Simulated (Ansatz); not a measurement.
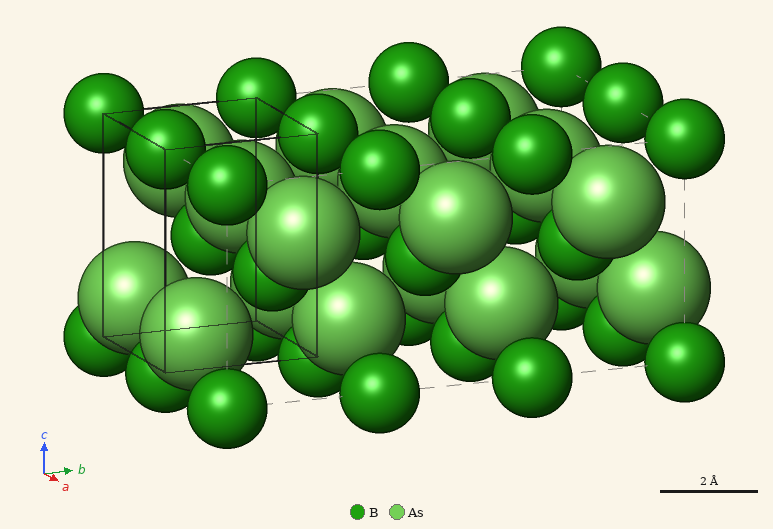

The crystal in a space-filling representation, seen slightly off an axis. 2×3×1 cells are drawn; the solid outline is the conventional unit cell.

BAs, space group Imm2 (No. 44), a = 3.33 Å, b = 3.43 Å, c = 4.78 Å, α = 90.00°, β = 90.00°, γ = 90.00°.

Computational set-up: G0W0 on PBE, plane waves, PAW in Ansatz, a 420 eV plane-wave basis, k-points about 0.38 Å⁻¹ apart, no spin polarisation.

### Metal or not?

A semiconductor at this level, with a gap of 1.02 eV, indirect; the smallest direct gap is 2.93 eV.

The initial geometry was a structure type filled with these elements by a generator (whether the compound takes this form wasn't checked). Earlier steps of the study may have refined or changed the cell and positions. It was run through Ansatz as a DFT input.
